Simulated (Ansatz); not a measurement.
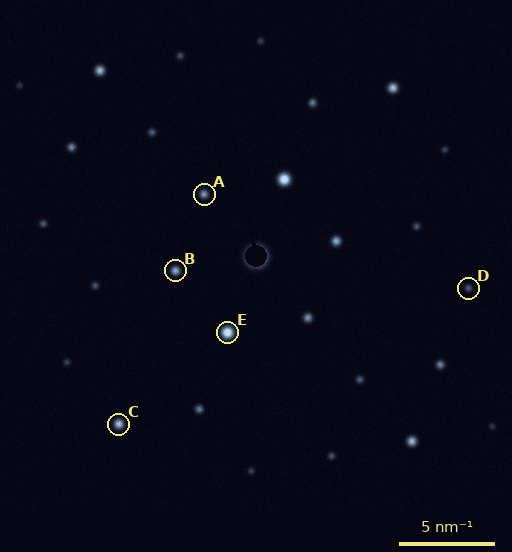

Computed electron diffraction pattern, 120 kV, single scattering only, B = 0.8 Å². The zone axis points towards the electron source and the pattern is seen from the source side.

Crystal: Rh, space group P-3m1 (No. 164), a = 2.711 Å, c = 15.477 Å (hexagonal axes). Structure: the end point of a relaxation with DFT PBE, scalar-relativistic, plane waves, PAW (Ansatz 0.2.0); the starting structure was generated, so it need not be a known form of this composition.

Spot A is indexed 0 -1 0 and spot B 1 -1 -1.

Index the other marked spots.

C = −2A + 3B = 3 -1 -3 (d = 0.875 Å). D = −A − 2B = -2 3 2 (d = 0.882 Å). E = −A + B = 1 0 -1 (d = 2.321 Å).

Find the zone axis.

The cross product of A and B is parallel to [101]; every spot obeys hu + kv + lw = 0.

What are the spacings of A and B and the angle between them?

d(A) = 2.348 Å, d(B) = 2.321 Å, and the angle is 60.4°.
